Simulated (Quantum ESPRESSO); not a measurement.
**Run report: Ga, geometry relaxation (part 4 of 4)**

The same run, continued: Ga (P-1, 2 atoms in the cell); Kohn-Sham DFT of a periodic cell, PBEsol, GBRV 1.5 PBEsol, no spin polarisation (Quantum ESPRESSO 7.5); cutoff 761.92 eV, 6×4×4 k-mesh, fermi-dirac of 0.05 eV. The structure derives from a Materials Project entry.

Geometry of the input (Å; fractional positions):
```
2.7784  -0.0139  0.0000
-0.0164  3.2816  0.0000
-1.3434  0.0067  3.9903
Ga 0.1346  0.7500  0.7702
Ga 0.8654  0.2500  0.2298
```

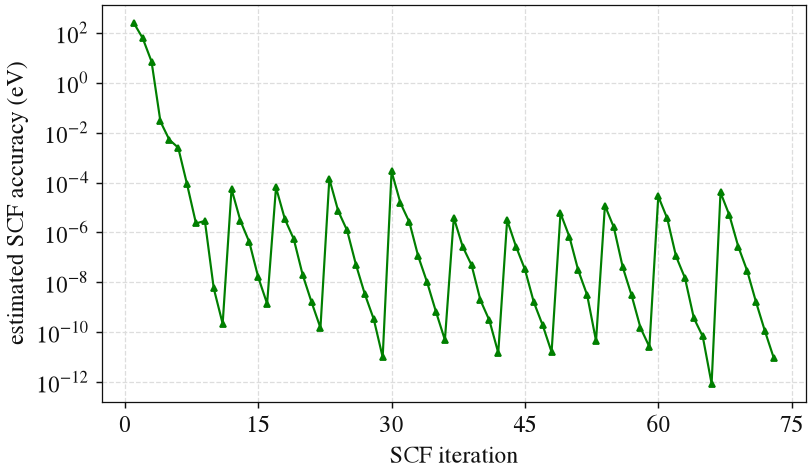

Figure 1. Convergence of the self-consistent field: estimated SCF accuracy against the iteration. The field takes 73 iterations in all.

### Key numbers

```json
{"quantity": "outcome", "value": "converged"}
{"quantity": "space group (tolerance 0.01 Å)", "value": "P-1 (2)"}
{"quantity": "electrons treated", "value": "38"}
{"quantity": "free energy", "value": "−11292.6197 eV"}
{"quantity": "Fermi energy", "value": "11.348 eV"}
{"quantity": "gap on the k-point mesh", "value": "none (metallic)"}
{"quantity": "pressure", "value": "−1.85 GPa"}
{"quantity": "final volume", "value": "36.38 Å³"}
{"quantity": "largest force (length of the vector) at the end", "value": "0.006 eV/Å"}
{"quantity": "final cell", "value": "a = 2.778 Å, b = 3.282 Å, c = 4.210 Å, α = 89.82°, β = 108.61°, γ = 90.57°"}
{"quantity": "wall time", "value": "2.8 min (CPU time 5.6 min)"}
{"quantity": "peak memory", "value": "0.26 GiB"}
```

### Remarks

Points of doubt noted for this run: coarse mesh.
